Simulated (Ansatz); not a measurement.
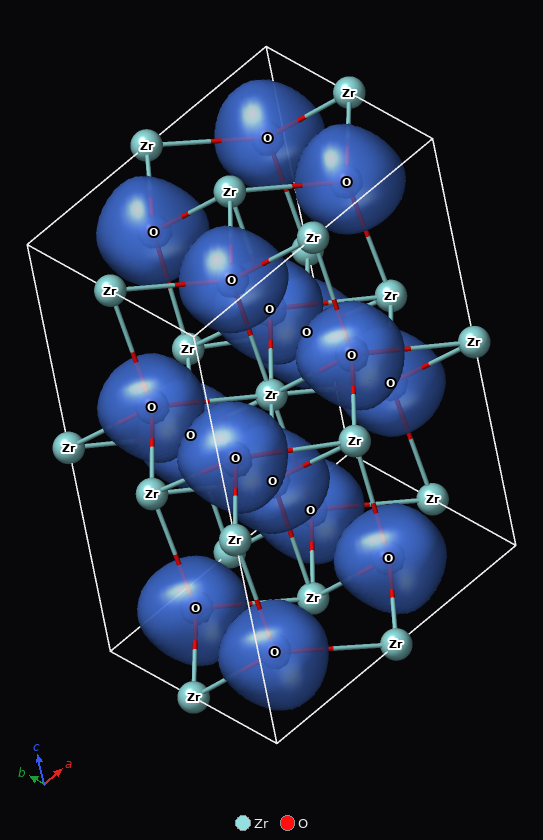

*Zr₇O₁₆ (cell with a defect). Isosurface of the ELF at 0.6 (blue), seen slightly off an axis. Core shells and regions of very low density are left out. Sticks mark near contacts.*

PAW files of the earlier set (soft_1).

Computed with DFT PBE-D3(BJ), scalar-relativistic, plane waves, PAW in Ansatz.

Core electrons are frozen (PAW), and the valence fields are smoothed inside the atomic spheres.

Identify the bonds, lone pairs and shells in this picture.

Answer. The ELF exceeds this value in 16 regions wrapped around O (the valence shell of each), counted in one cell of 23 atoms. Regions shared between cells count once. Along the contacts the grid gives the following. Zr–O (2.16 Å): the ELF peaks at about 0.85 in the valence shell of O, 0.6 Å from its nucleus, and drops to about 0.20 between the two atoms (no localised pair shows between them). Zr–O (2.20 Å): the ELF peaks at about 0.85 in the valence shell of O, 0.6 Å from its nucleus, and drops to about 0.20 between the two atoms; no shared electron pair shows on this line.
